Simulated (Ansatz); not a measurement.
The calculation's input:

```
crystal:
  lattice:
    - [0.0, 2.6902369582, 2.9936413972]
    - [2.6902369582, 0.0, 2.9936413972]
    - [2.6902369582, 2.6902369582, 0.0]
  atoms:
    - { symbol: Zn, position: [0.0, 0.0, 0.0] }
    - { symbol: Se, position: [0.25, 0.25, 0.25] }
kpoints:
  mp_grid: { grid: [8, 8, 8] }
  band_path:
    path:
      - [0.0, 0.0, 0.0]
      - [-0.5, -0.5, 0.0]
      - [-0.375, -0.375, 0.25]
      - [-0.375, 0.0, 0.375]
      - [0.0, 0.0, 0.5]
      - [-0.5, -0.25, 0.25]
    npoints: 1
hamiltonian:
  xc: pbe
scf:
  occupations: { method: fermi_dirac, width: 0.02 }
  n_extra_bands: 4
output:
  forces: true
  stress: true
  eigenvalues: true
  write_density: true
  write_potential: true
  elf: true
  volumetric_format: npy
```

Command:

```sh
ansatz run input.yaml --threads 4 --pin off --max-ram 5529MiB --backend cpu --events-out ev --progress --plain --runs-dir out
```

Below, planes, directions and counts refer to the conventional cell (a = 3.80 Å, b = 3.80 Å, c = 5.99 Å, α = 90.00°, β = 90.00°, γ = 90.00°).

Space group I-4m2; started from the measured structure prototype, which need not be the ambient phase; changed on purpose from its base cell (epitaxial xy strain -5.0%); computed pressure about 5 GPa in this cell.

Method: DFT, PBE, plane waves, PAW (Ansatz 0.2.0).

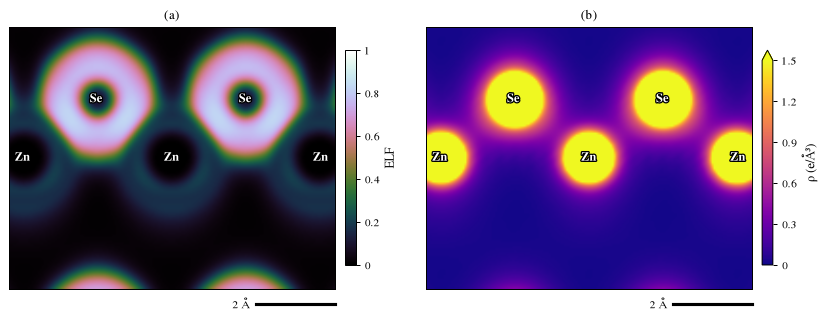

ZnSe. (a) electron localisation function; (b) valence pseudo-density on the (010) plane of the conventional cell.

Interpret the plot.

- The plane passes through Zn and Se nuclei.
- Zn–Se (2.42 Å): ρ at the midpoint is about 0.49 e/Å³; the ELF is about 0.60 at the midpoint.
- Between the atoms the lowest density in this plane is 0.01 e/Å³.
